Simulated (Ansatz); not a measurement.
SiNi

The calculation's input:

```
crystal:
  lattice:
    - [1.8156798522, 1.8156798522, 3.6313597043]
    - [1.8156798522, 3.6313597043, 1.8156798522]
    - [3.6313597043, 1.8156798522, 1.8156798522]
  atoms:
    - { symbol: Ni, position: [0.0, 0.0, 0.0] }
    - { symbol: Si, position: [0.5, 0.5, 0.5] }
basis:
  ecutwfc: 420
kpoints:
  mp_grid: { grid: [18, 18, 18] }
hamiltonian:
  xc: pbe
scf:
  occupations: { method: gaussian, width: 0.1 }
output:
  forces: true
  stress: true
  eigenvalues: true
  write_density: true
  write_potential: true
  elf: true
  volumetric_format: npy
relax:
  adjacent_minimum: "off"
  f_tol: 0.01
  max_steps: 80
  cell: { stress_tol: 0.05 }
```

Run with:

```sh
ansatz run input.yaml --threads 1 --pin off --max-ram 2560MiB --backend cpu --events-out ev --progress --plain --runs-dir out
```

Below, planes, directions and counts refer to the conventional cell (a = 2.68 Å, b = 2.68 Å, c = 11.16 Å, α = 90.00°, β = 90.00°, γ = 120.00°).

The fields are those of the relaxed geometry.

Space group R-3m; started from the CuPt (L1_1) prototype, which need not be the ambient phase; computed without spin polarisation.

Level of theory: DFT PBE, scalar-relativistic, plane waves, PAW in Ansatz.

In a PAW calculation such maps are meaningful between the atoms, not at the nuclei.

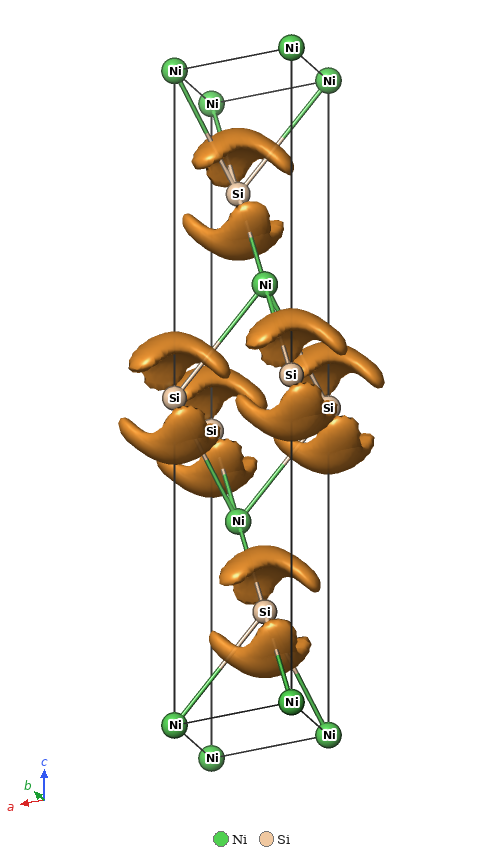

Figure 1. Isosurface of the ELF at 0.65 (orange), seen at an oblique angle. Core shells and regions of very low density are left out. Sticks mark near contacts.

### What do the ELF domains correspond to?

The ELF exceeds this value in six regions wrapped around Si (the valence shell of each), counted in one cell of 6 atoms. Regions shared between cells count once. Profiles from the grid: Si–Ni (2.42 Å): the ELF peaks at about 0.70 in the valence shell of Si, 0.9 Å from its nucleus, and is about 0.50 at the midpoint.

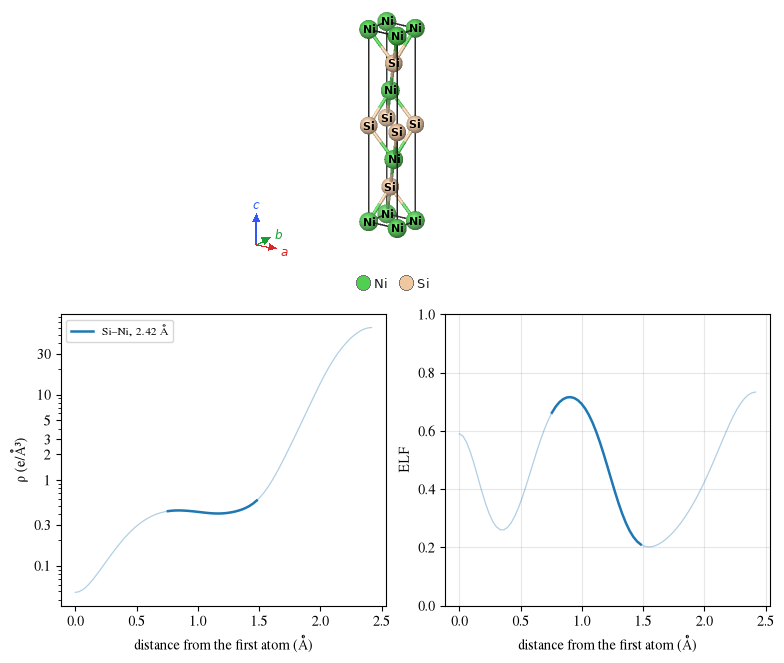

Figure 2. Valence electron density and ELF along straight lines between neighbouring atoms. Thin, pale parts lie inside the atomic spheres. The structure is drawn too.

### What can be read from the curves?

Si–Ni (2.42 Å): ρ at the midpoint is about 0.41 e/Å³; the ELF peaks at about 0.70 in the valence shell of Si, 0.9 Å from its nucleus, and is about 0.50 at the midpoint.

### Does the calculation give a band gap?

It is metallic or semimetallic at this level of theory: no gap opens.
